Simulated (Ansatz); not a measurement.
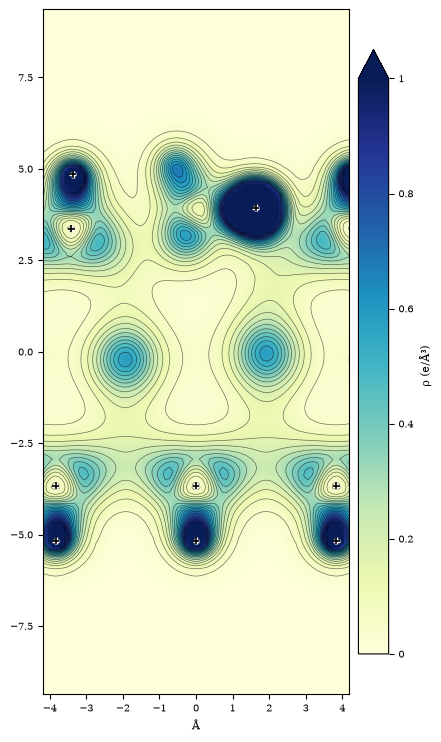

The valence pseudo-density on a plane through atoms (crosses mark nuclei in the plane).

All numbers below come from DFT r2SCAN, scalar-relativistic, plane waves, PAW in Ansatz.

Candidates:
A. Si$_{12}$H$_{4}$O (slab), a = 7.68 Å, b = 7.68 Å, c = 25.06 Å, α = 90.00°, β = 90.00°, γ = 60.00°. Not relaxed (largest force 0.3 eV/Å).
B. Ge, a = 5.67 Å, b = 5.67 Å, c = 5.67 Å, α = 90.00°, β = 90.00°, γ = 90.00°. Space group Fd-3m; a generated structure, not necessarily the stable one.
C. Ge$_{8}$H$_{3}$ (slab), a = 4.01 Å, b = 8.02 Å, c = 27.11 Å, α = 90.00°, β = 90.00°, γ = 90.00°. Not relaxed (largest force 0.8 eV/Å).

> Which candidate gave the map?

Candidate A: Si$_{12}$H$_{4}$O on the (100) plane of the calculation cell, a cut from vacuum to vacuum, which holds Si, H and O. Si–H (1.50 Å): the density is about 0.72 e/Å³ at the midpoint.
